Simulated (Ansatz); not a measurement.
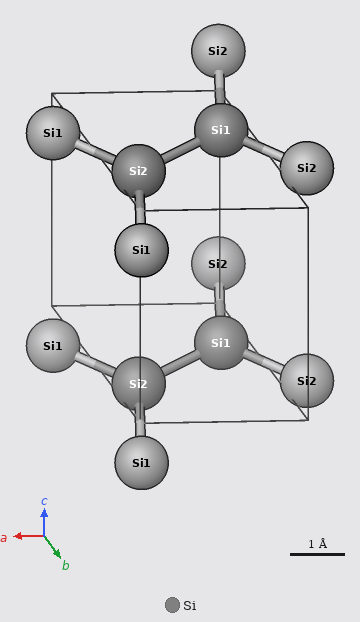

Figure 1. The input geometry (ball-and-stick view of the reduced cell, seen at an oblique angle; neighbours outside the cell are drawn fainter; atoms are numbered from 1 in the order of the input).

## Si: geometry relaxation (part 1 of 3)

System: Si (2 atoms in the cell).
Method: DFT PBE+D3(BJ), scalar-relativistic, plane waves, PAW, no spin polarisation (Ansatz 0.2.0).

The structure was made by swapping elements on the sites of another compound; it need not be a known phase. It belongs to a series of runs on one base structure; here: C -> Si on all its sites, cell and atoms relaxed. Figures and captions count atoms from 1; the log counts them from 0 in places.

**Input file**
```yaml
crystal:
  lattice:
    - [2.7083564621, -1.5636784958, -0.0136917275]
    - [2.7083564621, 1.5636784958, -0.0136917275]
    - [-1.7782803693, 0.0, 4.2897180065]
  atoms:
    - { symbol: Si, position: [0.833371533, 0.833371533, 0.0001140593] }
    - { symbol: Si, position: [0.166628467, 0.166628467, 0.9998859407] }
basis:
  ecutwfc: 420
kpoints:
  mp_grid: { grid: [8, 8, 6] }
hamiltonian:
  xc: pbe
  dispersion: d3bj
scf:
  occupations: { method: gaussian, width: 0.1 }
output:
  forces: true
  stress: true
  eigenvalues: true
relax:
  adjacent_minimum: "off"
  f_tol: 0.05
  max_steps: 60
  cell: { stress_tol: 0.5 }
```

Launch command:
```bash
ansatz run input.yaml --threads 1 --pin off --max-ram 2560MiB --backend cpu --events-out ev --progress --plain --runs-dir out
```

**What the program printed**
```
Engine: ansatz 0.2.0, x86_64-unknown-linux-gnu
Pseudopotentials: kind: paw
Pseudopotential: Si, paw, valence charge 4, recommended cutoff 420 eV (normal), Si.paw.azcp
Functional definition: PBE
  parameter kappa = 0.804
  parameter beta = 0.06672455060314922
  exchange = pbe_x(kappa = kappa, mu = beta*pi^2/3)
  correlation = pbe_c(beta = beta)
Crystal: 2 atoms, lattice volume = 36.258 Å³
Basis set: ecut = 420 eV, 705 PW (Γ), exchange–correlation on 48×48×64 points (8 copies of the dense FFT grid, shifted against one another)
Bands: 8, of which v1, the nominal top of the filled ones, is band 4 counted from 1 (3 counted from 0)
Symmetry: 4 space group operations
Space group: C2/m (ITA 12), of the structure as read, at distance tolerance 3.3e-5 Å
k-points: 114 of 384
Non-local potential: Si, projectors of the file, l = 0: 2, l = 1: 2, l = 2: 2
PAW form: soft (Blöchl's): semilocal exchange-correlation on the pseudo side does not see the compensation charge
PAW one-centre angular grid: Si, 110 points (default); XC on 64 Gauss nodes
Initial density: superposition of atomic densities (neutral atoms: chi_scale 0, normalization atom), corrected by the library's trained network
Initial wavefunctions: pseudopotential atomic-orbital guess
Functional: x = pbe(κ = 0.804, μ = 0.2195149727645171), c = pbe(β = 0.06672455060314922)
SCF iter   1: F=—  HF=-1263.518954 eV  |F-HF|=—  |Δ(HF+E_count)|=         —  Δρ=4.48e-3  dr2=4.97e-3  ethr=1.77e-3  ⟨swp⟩=6.2  Hψ=8899  notcnv=0
preconditioner: auto → none  [insulator: Δε(μ)=0.225 eV  Ē_g=10.780 eV  σ=0.100 eV  W_gap=0.87  n_scr=2 (ndim 8)  ℏωp=17.4 eV  f_vac=0.000  D(μ)=0.09/eV (n_scr^D=0)  ε∞_Penn≈3.6]
SCF iter   2: F=—  HF=-1263.518959 eV  |F-HF|=—  |Δ(HF+E_count)|=   4.83e-6  Δρ=1.87e-3  dr2=7.21e-4  ethr=6.21e-5  ⟨swp⟩=2.0  Hψ=2120  notcnv=0
SCF iter   3: F=—  HF=-1263.519518 eV  |F-HF|=—  |Δ(HF+E_count)|=   5.59e-4  Δρ=2.74e-4  dr2=2.01e-5  ethr=9.01e-6  ⟨swp⟩=2.9  Hψ=1411  notcnv=0
SCF iter   4: F=—  HF=-1263.519565 eV  |F-HF|=—  |Δ(HF+E_count)|=   4.66e-5  Δρ=2.60e-5  dr2=2.62e-7  ethr=2.51e-7  ⟨swp⟩=2.1  Hψ=1339  notcnv=0
iter 5 did not close the SCF: its close was put off for the readings that it lacked (scf_convergence_deferred on its scf_iter line)
SCF iter   5: F=-1263.519565 eV  HF=-1263.519565 eV  |F-HF|=4.52e-8  |Δ(HF+E_count)|=   3.82e-7  Δρ=7.87e-6  dr2=2.05e-8  ethr=3.27e-9  ⟨swp⟩=2.2  Hψ=1344  notcnv=0
SCF iter   6: F=-1263.519565 eV  HF=-1263.519565 eV  |F-HF|=2.26e-9  |Δ(HF+E_count)|=   5.25e-8  Δρ=2.13e-6  dr2=1.61e-9  ethr=2.56e-10  ⟨swp⟩=2.3  Hψ=3316  notcnv=0
SCF 1 converged in 6 iterations: F = -1263.519565 eV  dr2 = 1.61e-9
  greatest PAW one-centre occupation: 0.776 electrons in one spin orbital (limit 2), on the Si atom at site 1 (counted from 0), in its partial waves of l = 0
relax step   1: F+E_penalty+E_count = -1263.51956495 eV  Δ(F+E_penalty+E_count) = +0.000e0 eV  max|allowed force component| = 3.244e-2 eV/Å  Δτ_max = 0.0000 Å  P = +115.931 GPa  Ω = 36.258 Å³  (6 SCF iters, dr2 threshold 1.00e-7 eV, accepted)
Crystal: 2 atoms, lattice volume = 39.819 Å³
Basis set: ecut = 420 eV, 783 PW (Γ), exchange–correlation on 48×48×64 points (8 copies of the dense FFT grid, shifted against one another)
Initial density: handed on by an earlier stage of this run
Initial wavefunctions: those handed on with the density
iter 1 solved again at ethr=1.46e-3 eV; its pass at ethr=3.10e-3 eV (dr2=1.17e-1 eV) is discarded
SCF iter   1: F=—  HF=-1266.822244 eV  |F-HF|=—  |Δ(HF+E_count)|=         —  Δρ=1.23e-2  dr2=1.14e-1  ethr=1.46e-3  ⟨swp⟩=1.0  Hψ=9572  notcnv=0
preconditioner: auto → none  [insulator: Δε(μ)=0.285 eV  Ē_g=10.257 eV  σ=0.100 eV  W_gap=0.96  n_scr=2 (ndim 8)  ℏωp=16.6 eV  f_vac=0.000  D(μ)=0.02/eV (n_scr^D=0)  ε∞_Penn≈3.6]
SCF iter   2: F=—  HF=-1266.770093 eV  |F-HF|=—  |Δ(HF+E_count)|=   5.22e-2  Δρ=3.42e-3  dr2=5.90e-3  ethr=1.43e-3  ⟨swp⟩=2.8  Hψ=1769  notcnv=0
SCF iter   3: F=—  HF=-1266.766701 eV  |F-HF|=—  |Δ(HF+E_count)|=   3.39e-3  Δρ=7.39e-4  dr2=1.19e-4  ethr=7.38e-5  ⟨swp⟩=2.0  Hψ=2103  notcnv=0
SCF iter   4: F=—  HF=-1266.766644 eV  |F-HF|=—  |Δ(HF+E_count)|=   5.73e-5  Δρ=4.31e-5  dr2=4.88e-7  ethr=1.49e-6  ⟨swp⟩=2.3  Hψ=1306  notcnv=0
SCF iter   5: F=-1266.766645 eV  HF=-1266.766645 eV  |F-HF|=1.23e-8  |Δ(HF+E_count)|=   7.14e-7  Δρ=7.11e-6  dr2=9.61e-9  ethr=2.50e-9  ⟨swp⟩=7.1  Hψ=5834  notcnv=0
SCF 2 converged in 5 iterations: F = -1266.766645 eV  dr2 = 9.61e-9
  greatest PAW one-centre occupation: 0.735 electrons in one spin orbital (limit 2), on the Si atom at site 1 (counted from 0), in its partial waves of l = 0
relax step   2: F+E_penalty+E_count = -1266.76664456 eV  Δ(F+E_penalty+E_count) = -3.247e0 eV  max|allowed force component| = 4.220e-2 eV/Å  Δτ_max = 0.0004 Å  P = +75.995 GPa  Ω = 39.819 Å³  energy of the carried Pulay correction = -7.922e-4 eV  (5 SCF iters, dr2 threshold 2.00e-7 eV, accepted)
Crystal: 2 atoms, lattice volume = 43.493 Å³
Basis set: ecut = 420 eV, 843 PW (Γ), exchange–correlation on 48×48×64 points (8 copies of the dense FFT grid, shifted against one another)
iter 1 solved again at ethr=1.17e-3 eV; its pass at ethr=3.10e-3 eV (dr2=9.39e-2 eV) is discarded
SCF iter   1: F=—  HF=-1268.959026 eV  |F-HF|=—  |Δ(HF+E_count)|=         —  Δρ=1.07e-2  dr2=9.16e-2  ethr=1.17e-3  ⟨swp⟩=1.0  Hψ=9620  notcnv=0
preconditioner: auto → none  [insulator: Δε(μ)=0.319 eV  Ē_g=9.897 eV  σ=0.100 eV  W_gap=0.98  n_scr=2 (ndim 8)  ℏωp=15.9 eV  f_vac=0.000  D(μ)=0.01/eV (n_scr^D=0)  ε∞_Penn≈3.6]
SCF iter   2: F=—  HF=-1268.917972 eV  |F-HF|=—  |Δ(HF+E_count)|=   4.11e-2  Δρ=3.01e-3  dr2=5.17e-3  ethr=1.15e-3  ⟨swp⟩=3.0  Hψ=1799  notcnv=0
SCF iter   3: F=—  HF=-1268.915199 eV  |F-HF|=—  |Δ(HF+E_count)|=   2.77e-3  Δρ=5.67e-4  dr2=8.13e-5  ethr=6.47e-5  ⟨swp⟩=2.0  Hψ=2070  notcnv=0
SCF iter   4: F=—  HF=-1268.915173 eV  |F-HF|=—  |Δ(HF+E_count)|=   2.59e-5  Δρ=3.36e-5  dr2=3.41e-7  ethr=1.02e-6  ⟨swp⟩=2.1  Hψ=1363  notcnv=0
SCF iter   5: F=-1268.915173 eV  HF=-1268.915173 eV  |F-HF|=1.04e-8  |Δ(HF+E_count)|=   6.37e-7  Δρ=5.91e-6  dr2=8.16e-9  ethr=2.50e-9  ⟨swp⟩=7.2  Hψ=5686  notcnv=0
SCF 3 converged in 5 iterations: F = -1268.915173 eV  dr2 = 8.16e-9
  greatest PAW one-centre occupation: 0.701 electrons in one spin orbital (limit 2), on the Si atom at site 1 (counted from 0), in its partial waves of l = 0
relax step   3: F+E_penalty+E_count = -1268.91517335 eV  Δ(F+E_penalty+E_count) = -2.149e0 eV  max|allowed force component| = 6.321e-2 eV/Å  Δτ_max = 0.0015 Å  P = +44.608 GPa  Ω = 43.493 Å³  energy of the carried Pulay correction = -1.541e-3 eV  (5 SCF iters, dr2 threshold 2.00e-7 eV, accepted)
Crystal: 2 atoms, lattice volume = 47.136 Å³
Basis set: ecut = 420 eV, 909 PW (Γ), exchange–correlation on 48×48×64 points (8 copies of the dense FFT grid, shifted against one another)
iter 1 solved again at ethr=9.10e-4 eV; its pass at ethr=3.10e-3 eV (dr2=7.28e-2 eV) is discarded
SCF iter   1: F=—  HF=-1270.205361 eV  |F-HF|=—  |Δ(HF+E_count)|=         —  Δρ=9.23e-3  dr2=7.10e-2  ethr=9.10e-4  ⟨swp⟩=1.0  Hψ=9692  notcnv=0
preconditioner: auto → none  [insulator: Δε(μ)=0.319 eV  Ē_g=9.515 eV  σ=0.100 eV  W_gap=0.98  n_scr=2 (ndim 8)  ℏωp=15.3 eV  f_vac=0.000  D(μ)=0.01/eV (n_scr^D=0)  ε∞_Penn≈3.6]
SCF iter   2: F=—  HF=-1270.174202 eV  |F-HF|=—  |Δ(HF+E_count)|=   3.12e-2  Δρ=2.68e-3  dr2=4.46e-3  ethr=8.88e-4  ⟨swp⟩=3.0  Hψ=1819  notcnv=0
SCF iter   3: F=—  HF=-1270.171966 eV  |F-HF|=—  |Δ(HF+E_count)|=   2.24e-3  Δρ=4.46e-4  dr2=5.83e-5  ethr=5.57e-5  ⟨swp⟩=2.1  Hψ=1672  notcnv=0
SCF iter   4: F=—  HF=-1270.171942 eV  |F-HF|=—  |Δ(HF+E_count)|=   2.34e-5  Δρ=2.81e-5  dr2=2.51e-7  ethr=7.29e-7  ⟨swp⟩=2.1  Hψ=1344  notcnv=0
SCF iter   5: F=-1270.171943 eV  HF=-1270.171943 eV  |F-HF|=5.85e-9  |Δ(HF+E_count)|=   5.17e-7  Δρ=4.99e-6  dr2=7.72e-9  ethr=2.50e-9  ⟨swp⟩=7.1  Hψ=5633  notcnv=0
SCF 4 converged in 5 iterations: F = -1270.171943 eV  dr2 = 7.72e-9
  greatest PAW one-centre occupation: 0.672 electrons in one spin orbital (limit 2), on the Si atom at site 1 (counted from 0), in its partial waves of l = 0
relax step   4: F+E_penalty+E_count = -1270.17194288 eV  Δ(F+E_penalty+E_count) = -1.257e0 eV  max|allowed force component| = 1.014e-1 eV/Å  Δτ_max = 0.0049 Å  P = +22.388 GPa  Ω = 47.136 Å³  energy of the carried Pulay correction = -2.228e-3 eV  (5 SCF iters, dr2 threshold 2.00e-7 eV, accepted)
Crystal: 2 atoms, lattice volume = 52.192 Å³
Basis set: ecut = 420 eV, 1013 PW (Γ), exchange–correlation on 48×48×64 points (8 copies of the dense FFT grid, shifted against one another)
iter 1 solved again at ethr=1.08e-3 eV; its pass at ethr=3.10e-3 eV (dr2=8.63e-2 eV) is discarded
SCF iter   1: F=—  HF=-1270.961429 eV  |F-HF|=—  |Δ(HF+E_count)|=         —  Δρ=1.12e-2  dr2=8.66e-2  ethr=1.08e-3  ⟨swp⟩=1.0  Hψ=9915  notcnv=0
preconditioner: auto → none  [insulator: Δε(μ)=0.263 eV  Ē_g=8.899 eV  σ=0.100 eV  W_gap=0.94  n_scr=2 (ndim 8)  ℏωp=14.5 eV  f_vac=0.000  D(μ)=0.02/eV (n_scr^D=0)  ε∞_Penn≈3.7]
SCF iter   2: F=—  HF=-1270.931637 eV  |F-HF|=—  |Δ(HF+E_count)|=   2.98e-2  Δρ=4.27e-3  dr2=8.00e-3  ethr=1.08e-3  ⟨swp⟩=3.0  Hψ=1788  notcnv=0
SCF iter   3: F=—  HF=-1270.929795 eV  |F-HF|=—  |Δ(HF+E_count)|=   1.84e-3  Δρ=8.59e-4  dr2=2.09e-4  ethr=1.00e-4  ⟨swp⟩=1.9  Hψ=1519  notcnv=0
SCF iter   4: F=—  HF=-1270.929836 eV  |F-HF|=—  |Δ(HF+E_count)|=   4.09e-5  Δρ=7.38e-5  dr2=1.49e-6  ethr=2.61e-6  ⟨swp⟩=2.0  Hψ=1492  notcnv=0
SCF iter   5: F=—  HF=-1270.929828 eV  |F-HF|=—  |Δ(HF+E_count)|=   7.07e-6  Δρ=1.16e-5  dr2=3.81e-8  ethr=2.50e-9  ⟨swp⟩=7.1  Hψ=5873  notcnv=0
SCF iter   6: F=-1270.929828 eV  HF=-1270.929828 eV  |F-HF|=1.42e-10  |Δ(HF+E_count)|=   5.05e-8  Δρ=8.66e-7  dr2=4.17e-10  ethr=4.76e-10  ⟨swp⟩=2.0  Hψ=3130  notcnv=0
SCF 5 converged in 6 iterations: F = -1270.929828 eV  dr2 = 4.17e-10
  greatest PAW one-centre occupation: 0.656 electrons in one spin orbital (limit 2), on the Si atom at site 1 (counted from 0), in its partial waves of l = 0
relax step   5: F+E_penalty+E_count = -1270.92982849 eV  Δ(F+E_penalty+E_count) = -7.579e-1 eV  max|allowed force component| = 6.480e-1 eV/Å  Δτ_max = 0.2000 Å  P = +4.726 GPa  Ω = 52.192 Å³  energy of the carried Pulay correction = -3.060e-3 eV  (6 SCF iters, dr2 threshold 2.00e-7 eV, accepted)
Crystal: 2 atoms, lattice volume = 51.625 Å³
Basis set: ecut = 420 eV, 1003 PW (Γ), exchange–correlation on 48×48×64 points (8 copies of the dense FFT grid, shifted against one another)
iter 1 solved again at ethr=1.26e-4 eV; its pass at ethr=3.10e-3 eV (dr2=1.01e-2 eV) is discarded
SCF iter   1: F=—  HF=-1271.172696 eV  |F-HF|=—  |Δ(HF+E_count)|=         —  Δρ=4.11e-3  dr2=9.86e-3  ethr=1.26e-4  ⟨swp⟩=1.0  Hψ=9570  notcnv=0
preconditioner: auto → none  [metal: Δε(μ)=0.100 eV  Ē_g=8.708 eV  σ=0.100 eV  W_gap=0.44  n_scr=8 (ndim 8)  ℏωp=14.6 eV  f_vac=0.000  D(μ)=0.26/eV (n_scr^D=0)]
SCF iter   2: F=—  HF=-1271.170467 eV  |F-HF|=—  |Δ(HF+E_count)|=   2.23e-3  Δρ=1.72e-3  dr2=1.11e-3  ethr=1.23e-4  ⟨swp⟩=2.0  Hψ=1309  notcnv=0
SCF iter   3: F=—  HF=-1271.170642 eV  |F-HF|=—  |Δ(HF+E_count)|=   1.76e-4  Δρ=3.81e-4  dr2=4.97e-5  ethr=1.39e-5  ⟨swp⟩=2.3  Hψ=1394  notcnv=0
SCF iter   4: F=—  HF=-1271.170722 eV  |F-HF|=—  |Δ(HF+E_count)|=   7.96e-5  Δρ=2.27e-5  dr2=2.61e-7  ethr=6.22e-7  ⟨swp⟩=2.8  Hψ=1337  notcnv=0
SCF iter   5: F=-1271.170722 eV  HF=-1271.170722 eV  |F-HF|=1.64e-9  |Δ(HF+E_count)|=   3.85e-7  Δρ=2.77e-6  dr2=4.11e-9  ethr=2.50e-9  ⟨swp⟩=6.7  Hψ=5583  notcnv=0
SCF 6 converged in 5 iterations: F = -1271.170722 eV  dr2 = 4.11e-9
  greatest PAW one-centre occupation: 0.652 electrons in one spin orbital (limit 2), on the Si atom at site 1 (counted from 0), in its partial waves of l = 0
relax step   6: F+E_penalty+E_count = -1271.17072236 eV  Δ(F+E_penalty+E_count) = -2.409e-1 eV  max|allowed force component| = 5.473e-1 eV/Å  Δτ_max = 0.0832 Å  P = -1.458 GPa  Ω = 51.625 Å³  energy of the carried Pulay correction = -3.034e-3 eV  (5 SCF iters, dr2 threshold 2.00e-7 eV, accepted)
Crystal: 2 atoms, lattice volume = 49.959 Å³
Basis set: ecut = 420 eV, 985 PW (Γ), exchange–correlation on 48×48×64 points (8 copies of the dense FFT grid, shifted against one another)
iter 1 solved again at ethr=7.16e-5 eV; its pass at ethr=3.10e-3 eV (dr2=5.73e-3 eV) is discarded
SCF iter   1: F=—  HF=-1271.384231 eV  |F-HF|=—  |Δ(HF+E_count)|=         —  Δρ=3.38e-3  dr2=6.04e-3  ethr=7.16e-5  ⟨swp⟩=1.0  Hψ=9346  notcnv=0
preconditioner: auto → none  [metal: Δε(μ)=0.069 eV  Ē_g=8.665 eV  σ=0.100 eV  W_gap=0.36  n_scr=8 (ndim 8)  ℏωp=14.9 eV  f_vac=0.000  D(μ)=0.19/eV (n_scr^D=0)]
SCF iter   2: F=—  HF=-1271.384746 eV  |F-HF|=—  |Δ(HF+E_count)|=   5.15e-4  Δρ=1.67e-3  dr2=1.28e-3  ethr=7.16e-5  ⟨swp⟩=1.0  Hψ=916  notcnv=0
SCF iter   3: F=—  HF=-1271.385185 eV  |F-HF|=—  |Δ(HF+E_count)|=   4.39e-4  Δρ=1.75e-4  dr2=1.32e-5  ethr=1.60e-5  ⟨swp⟩=2.0  Hψ=1084  notcnv=0
SCF iter   4: F=—  HF=-1271.385258 eV  |F-HF|=—  |Δ(HF+E_count)|=   7.32e-5  Δρ=2.39e-5  dr2=1.89e-7  ethr=2.50e-9  ⟨swp⟩=5.1  Hψ=6088  notcnv=0
SCF iter   5: F=-1271.385258 eV  HF=-1271.385258 eV  |F-HF|=4.28e-9  |Δ(HF+E_count)|=   1.64e-7  Δρ=3.23e-6  dr2=9.46e-9  ethr=2.37e-9  ⟨swp⟩=2.8  Hψ=3373  notcnv=0
SCF 7 converged in 5 iterations: F = -1271.385258 eV  dr2 = 9.46e-9
  greatest PAW one-centre occupation: 0.648 electrons in one spin orbital (limit 2), on the Si atom at site 1 (counted from 0), in its partial waves of l = 0
relax step   7: F+E_penalty+E_count = -1271.38525818 eV  Δ(F+E_penalty+E_count) = -2.145e-1 eV  max|allowed force component| = 7.070e-1 eV/Å  Δτ_max = 0.0604 Å  P = -4.561 GPa  Ω = 49.959 Å³  energy of the carried Pulay correction = -2.822e-3 eV  (5 SCF iters, dr2 threshold 2.00e-7 eV, accepted)
Crystal: 2 atoms, lattice volume = 47.943 Å³
Basis set: ecut = 420 eV, 961 PW (Γ), exchange–correlation on 48×48×64 points (8 copies of the dense FFT grid, shifted against one another)
iter 1 solved again at ethr=1.23e-4 eV; its pass at ethr=3.10e-3 eV (dr2=9.84e-3 eV) is discarded
```
